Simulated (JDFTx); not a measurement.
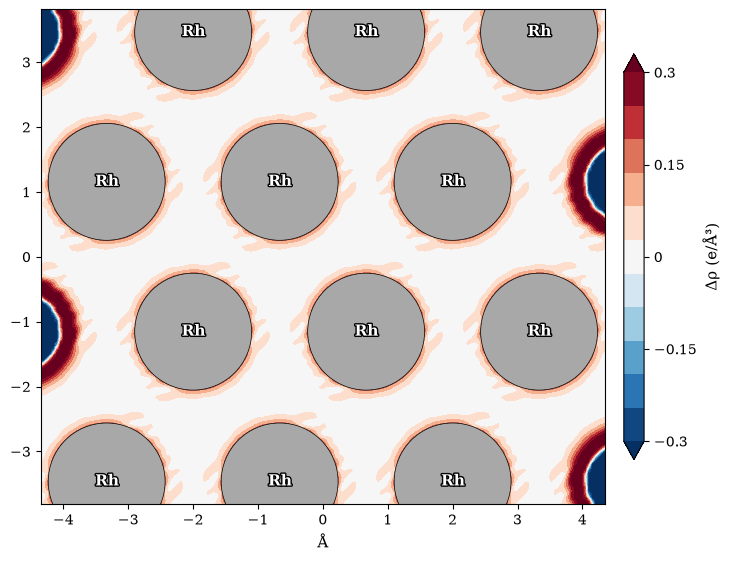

Rh. Difference of the valence pseudo-densities of two functionals at the same geometry, on the (010) plane of the calculation cell: one of RPBE and r2SCAN less the other.

Both computed with JDFTx (plane waves, pseudopotentials), on the same k-point mesh. Grey discs cover the atomic cores.

Which was subtracted from which, and what does the map show?

It is r2SCAN less RPBE. Against RPBE, r2SCAN gives more density around Rh (+0.018 e/Å³ on average at 1.1 Å from the nucleus) and a change of −0.023 e/Å³ at the midpoint of Rh–Rh.
